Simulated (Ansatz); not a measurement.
Geometry relaxation of HgSe (part 2 of 2)

The same run, continued: HgSe (2 atoms in the cell); DFT PBEsol, scalar-relativistic, plane waves, PAW, no spin polarisation (Ansatz 0.2.0); cutoff 420 eV, 12×12×12 k-mesh, Gaussian smearing of 0.1 eV. The structure derives from an entry of the Crystallography Open Database.

Geometry of the input (Å; fractional positions):
```
0.0000  3.0390  3.0390
3.0390  0.0000  3.0390
3.0390  3.0390  0.0000
Hg 0.0000  0.0000  0.0000
Se 0.2500  0.2500  0.2500
```

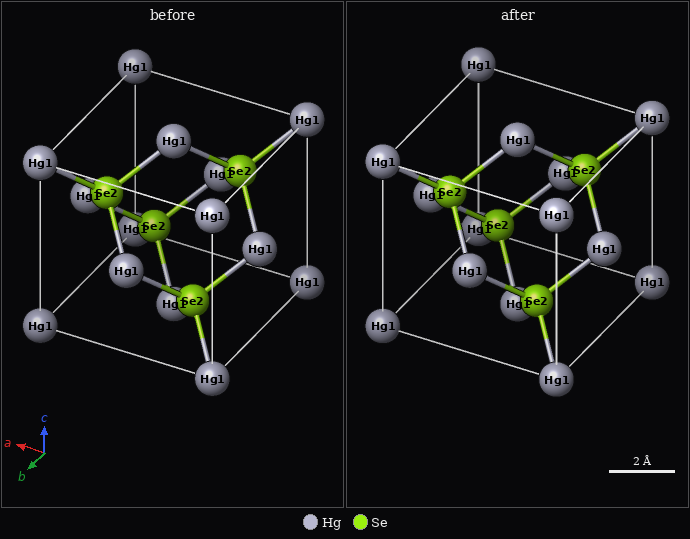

Fig. 1: Before (left) and after (right) the relaxation, at one scale (ball-and-stick view of the cell 4 times as large as that of the calculation, set on its symmetry axes, seen at an oblique angle). After 2 geometry steps the energy has fallen by 6.7 meV per cell of the calculation. All forces vanish by symmetry, so only the cell relaxes. The pressure goes from 1.49 to −0.03 GPa. No atom moves by more than 0.005 Å relative to the cell. The volume changes by +2.8 %, with a = b = c 6.078 → 6.134 Å (+0.9 %). Distances before and after: Hg1–Se2 2.632 → 2.656 Å. The space group stays F-43m (No. 216). A last SCF at the same geometry on a re-selected plane-wave basis shifts the energy by −0.2 meV per cell of the calculation. (Atoms are counted from 1 in the order of the input.)

```
basis re-selected at this cell: Δ(F+E_penalty+E_count) = -2.453e-4 eV, ΔP = -0.003 GPa vs the last step (what re-selecting the basis moved, of the pressure what is left beyond the Pulay correction that the steps carried, after the strain that the cell walked since its last selection, with what the two solves' SCF thresholds leave and, on support functions, any second-order correction that the steps lacked; it is no measure of the basis error at this ecutwfc). This SCF's stress stands 2.73e-2 GPa from its target on what of the cell is left free (relax.cell.stress_tol is 5.00e-2 GPa) and its largest allowed force component is 2.08e-17 eV/Å (relax.f_tol is 5.00e-3 eV/Å): within both
SCF converged after 8 iterations
Free energy (F): -19092.630355 eV
Harris-Foulkes:  -19092.630355 eV  (|F-HF|=7.28e-12)
Internal energy: -19092.630193 eV  (E = F + TS)
E sigma→0 (E₀):  -19092.630274 eV
Entropy (-TS):   -0.000161 eV (-0.081 meV/atom)
Fermi energy:    8.370651 eV
--- Per-component energies (eV) ---
  E_band       = -888.033953
  E_kinetic    = 721.147180
  E_local      = -5844.363069  (includes V_loc(G=0)·N_el)
  E_nonlocal   = -515.504596
  E_hartree    = 2667.375593
  E_xc         = -321.342824
  E_vxc        = -358.570198  (∫ρ·V_xc dr)
  E_paw        = -11668.559313  (= ΣΔE_a)
  E_vpaw       = -225.494882  (= ΣTr[D̂ρ^β])
  E_aug_tail   = 0.000300  (compensation charges beyond the density's cutoff)
  E_ewald      = -4132.720566
  E_core_change = 1.337102  (= ΣΔE_core)
  E_smearing   = -0.000161  (= −TS)
  E_closure    = -0.000000  (closes the sum)
  Σ components = -19092.630355   (vs F -19092.630355, Δ=0.00e0)
--- Forces (eV/Å), atoms counted from 1 ---
  atom   1  Hg     0.00000000    -0.00000000    -0.00000000
  atom   2  Se    -0.00000000    -0.00000000     0.00000000
  max |Σ_I F_I| component: 1.39e-17 eV/Å
--- Stress (GPa, compression-positive) ---
       -0.027322      -0.000000      -0.000000
       -0.000000      -0.027322       0.000000
       -0.000000       0.000000      -0.027322
  P = ⅓ Tr σ = -0.0273 GPa (-0.273 kbar)
--- Band table (eV; the first three rows and the last of 72) ---
  k-point 0: bands = ["-106.1241", "-54.5348", "-54.5348", "-54.5348", "-39.1888", "-39.1888", "-39.1888", "-39.1858", "-39.1858", "-5.0094", "1.2848", "1.2848", "1.2848", "1.9935", "1.9935", "7.2441", "8.3022", "8.3022", "8.3022", "13.7636", "13.7636", "13.7636"]
  k-point 1: bands = ["-106.1241", "-54.5348", "-54.5348", "-54.5348", "-39.1889", "-39.1888", "-39.1888", "-39.1858", "-39.1858", "-4.9805", "1.2958", "1.2982", "1.2982", "1.9922", "1.9922", "6.7986", "8.2315", "8.2315", "8.6273", "13.5348", "13.8633", "13.8633"]
  k-point 2: bands = ["-106.1241", "-54.5349", "-54.5348", "-54.5348", "-39.1889", "-39.1888", "-39.1888", "-39.1857", "-39.1857", "-4.9002", "1.3338", "1.3338", "1.3409", "1.9910", "1.9910", "5.9807", "8.0465", "8.0465", "9.0576", "13.3288", "14.1052", "14.1052"]
  k-point 71: bands = ["-106.1241", "-54.5351", "-54.5350", "-54.5349", "-39.1890", "-39.1889", "-39.1888", "-39.1857", "-39.1857", "-4.3997", "1.5664", "1.6620", "1.9210", "1.9401", "2.5689", "3.1168", "5.6614", "5.9563", "11.8184", "13.3501", "14.2732", "15.6496"]
--- Relaxed structure (3 steps of the walk, 3 accepted, 1 SCFs on fresh bases) ---
  F+E_penalty+E_count = -19092.63035454 eV   max|allowed force component| = 2.082e-17 eV/Å   (the final SCF, on the basis selected at the relaxed cell)
  cell:  # Å, volume = 57.6981 Å³
    - [-1.2738430082238975e-33, 3.066976943590149, 3.066976943590149]
    - [3.066976943590149, 3.9743901856585595e-33, 3.066976943590149]
    - [3.066976943590149, 3.066976943590149, 4.9425108719087215e-33]
  atoms:
    - { symbol: Hg, position: [-1.1747259021735102e-33, 8.373924174808079e-34, 1.1060709463847803e-33] }
    - { symbol: Se, position: [0.25, 0.25, 0.25] }
```

## Trajectory as extended XYZ (Å, eV, eV/Å), 4 frames, from step=1 to step=4
```
2
Lattice="0.0000 3.0390 3.0390 3.0390 0.0000 3.0390 3.0390 3.0390 0.0000" Properties=species:S:1:pos:R:3:forces:R:3 step=1 energy=-19092.62342 pressure_GPa=1.49
Hg    0.0000    0.0000    0.0000    0.0000   0.0000   0.0000
Se    1.5195    1.5195    1.5195    0.0000   0.0000   0.0000
2
Lattice="0.0000 3.0755 3.0755 3.0755 0.0000 3.0755 3.0755 3.0755 0.0000" Properties=species:S:1:pos:R:3:forces:R:3 step=2 energy=-19092.62933 pressure_GPa=-0.44
Hg    0.0000    0.0000    0.0000    0.0000   0.0000   0.0000
Se    1.5377    1.5377    1.5377    0.0000   0.0000   0.0000
2
Lattice="0.0000 3.0670 3.0670 3.0670 0.0000 3.0670 3.0670 3.0670 0.0000" Properties=species:S:1:pos:R:3:forces:R:3 step=3 energy=-19092.63011 pressure_GPa=-0.02
Hg    0.0000    0.0000    0.0000    0.0000   0.0000   0.0000
Se    1.5335    1.5335    1.5335    0.0000   0.0000   0.0000
2
Lattice="0.0000 3.0670 3.0670 3.0670 0.0000 3.0670 3.0670 3.0670 0.0000" Properties=species:S:1:pos:R:3:forces:R:3 step=4 energy=-19092.63036 pressure_GPa=-0.03
Hg    0.0000    0.0000    0.0000    0.0000   0.0000   0.0000
Se    1.5335    1.5335    1.5335    0.0000   0.0000   0.0000
```

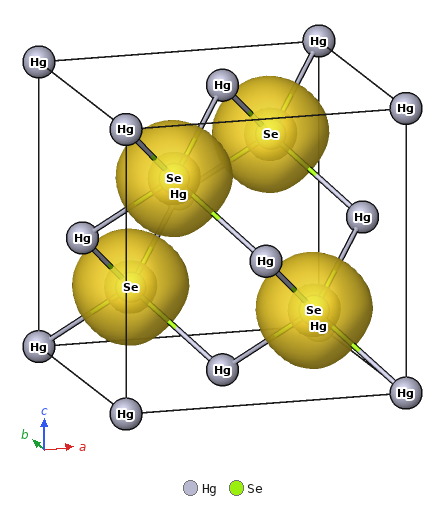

Fig. 2: Isosurface of the electron localisation function at 0.65 (yellow), seen slightly off an axis. Core shells and regions of very low density are left out. Sticks mark near contacts. The outline is the cell set on symmetry axes. Along the contacts the grid gives the following. Hg–Se (2.66 Å): the ELF peaks at about 0.80 in the valence shell of Se, 0.8 Å from its nucleus, and drops to about 0.20 between the two atoms; a polar contact without a shared pair, in a metal. Core electrons are frozen (PAW), so the fields are smoothed inside the atomic spheres.

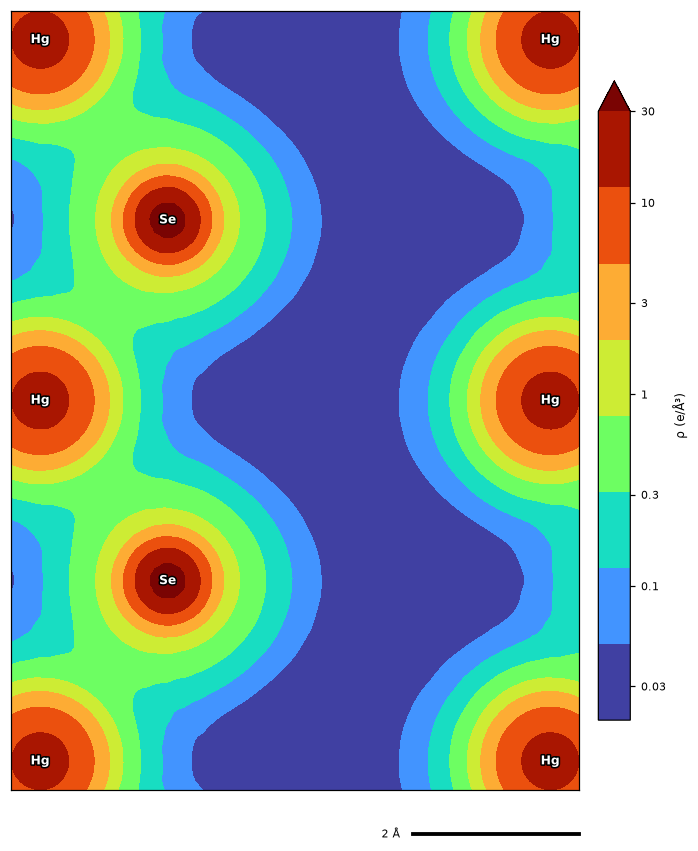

Fig. 3: Valence charge density (pseudo) on the (011) plane of the conventional cell. The plane passes through Hg and Se nuclei. Hg–Se (2.66 Å): ρ at the midpoint is about 0.41 e/Å³. Away from the nuclei the density in this plane falls to 0.009 e/Å³ at its lowest.

## Key numbers

- outcome: converged
- space group (tolerance 0.01 Å): F-43m (216)
- electrons treated: 36
- free energy: −19092.6304 eV
- Fermi energy: 8.371 eV
- gap on the k-point mesh: none (metallic)
- pressure: −0.03 GPa
- final volume: 57.70 Å³
- largest force (length of the vector) at the end: under 0.001 eV/Å
- final cell: a = 4.337 Å, b = 4.337 Å, c = 4.337 Å, α = 60.00°, β = 60.00°, γ = 60.00°
- wall time: 42 s
- peak memory: 0.47 GiB

## Notes

Spin–orbit coupling is left out, which matters for Hg.
